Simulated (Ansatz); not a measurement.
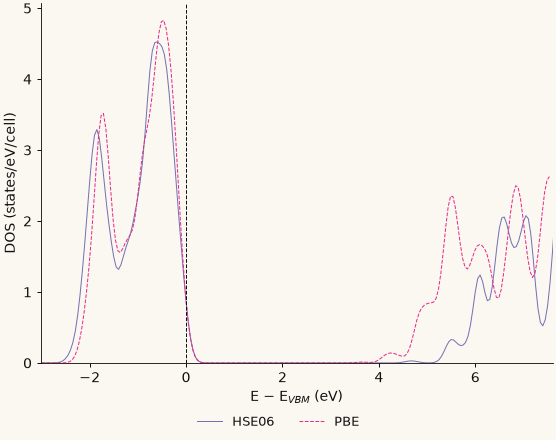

Total densities of states of NaI, space group I4/mmm (No. 139), 2 atoms in the cell, rocksalt type, uniaxial (z) strain +0.5%, by two methods on the same cell. The curves are built from the levels of the k mesh with Gaussians 0.3 eV wide, which also blur the band edges. Each is counted from its own valence-band top.

Q: How do the methods compare?

A: HSE06 gives a gap of 4.67 eV and PBE gives a gap of 3.64 eV.

Settings. HSE06: DFT, HSE06, plane waves, PAW, no spin polarisation, 6×6×6 k mesh, 420 eV cutoff (Ansatz). PBE: DFT, PBE, plane waves, PAW, no spin polarisation, 8×8×8 k mesh, 420 eV cutoff, Fermi-Dirac smearing of 0.02 eV (Ansatz 0.2.0).

Spin-orbit coupling is left out, which matters for I.
